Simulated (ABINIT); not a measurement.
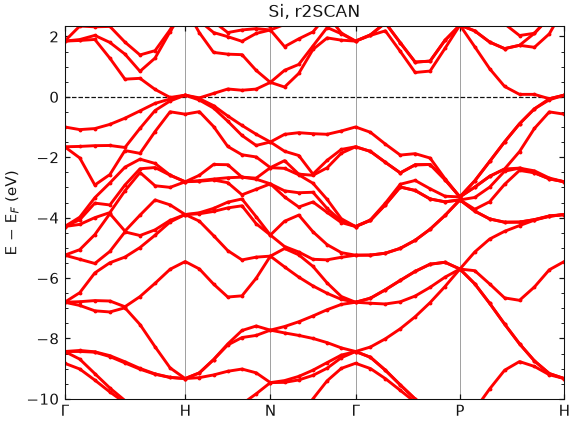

Band structure. Energies are counted from the Fermi level.

What lattice type does the k path imply?

A body-centred cubic lattice: the path Γ–H–N–Γ–P–H runs through the special points of its Brillouin zone.

Structure: Si, space group Ia-3, 8 atoms in the primitive cell; cubic a = 6.656 Å.

Computed with ABINIT 10.8.3 (patched build): r2SCAN, JTH PAW PBE v2.0, no spin polarisation, no spin-orbit coupling, 6×6×6 k mesh, 490 eV cutoff, Fermi-Dirac smearing of 0.05 eV.

Metal, semiconductor or insulator?

A metal: bands cross the Fermi level along this path.

Which levels at Γ lie nearest to the Fermi level?

At Γ the nearest levels lie 1.00 eV below and 1.85 eV above the Fermi level.

The PAW data sets were made with another functional. The bands touch or lie closer than the smearing at an even electron count, and semilocal functionals can close small gaps, so the real material need not be a metal. This isn't the form of Si at room conditions, which is diamond. Bands are joined in order of energy, so crossings between the computed points show as kinks or gaps.
